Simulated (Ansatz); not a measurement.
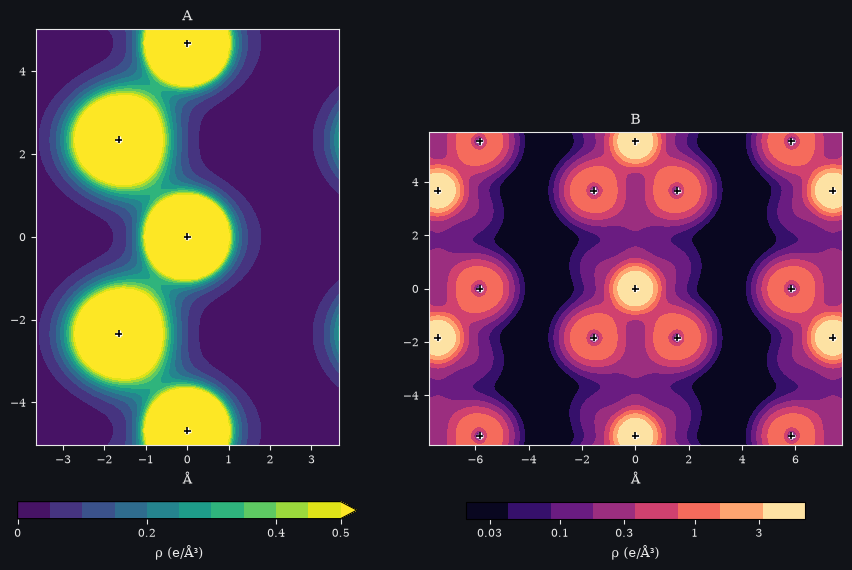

The valence pseudo-density of 2 systems, each on a plane through atoms (crosses mark nuclei in the plane).

Computed with Ansatz 0.2.0, DFT PBE, scalar-relativistic, plane waves, PAW.

System 1: MoS2, the (110) plane of the conventional cell. Space group P6₃/mmc; a structure from a database of computed crystals, not necessarily the ambient phase; computed without spin polarisation.

System 2: CdTe, the (110) plane of the conventional cell. Space group F-43m; a structure from a database of computed crystals, not necessarily the ambient phase.

```
CELL_PARAMETERS angstrom
6.61926 0.00000 0.00000
0.00000 0.00000 -6.61926
0.00000 6.61926 0.00000
ATOMIC_POSITIONS crystal
Cd 0.50000 0.50000 0.00000
Cd 0.00000 0.50000 0.50000
Cd 0.00000 0.00000 0.00000
Cd 0.50000 0.00000 0.50000
Te 0.75000 0.75000 0.25000
Te 0.25000 0.75000 0.75000
Te 0.25000 0.25000 0.25000
Te 0.75000 0.25000 0.75000
```

> Match each panel to its system.

Panel A is system 2, CdTe: the plane holds Cd and Te. Cd–Te (2.87 Å): the density is about 0.32 e/Å³ at the midpoint. Panel B is system 1, MoS2: the plane holds Mo and S. Mo–S (2.41 Å): ρ is about 0.6 e/Å³ halfway.
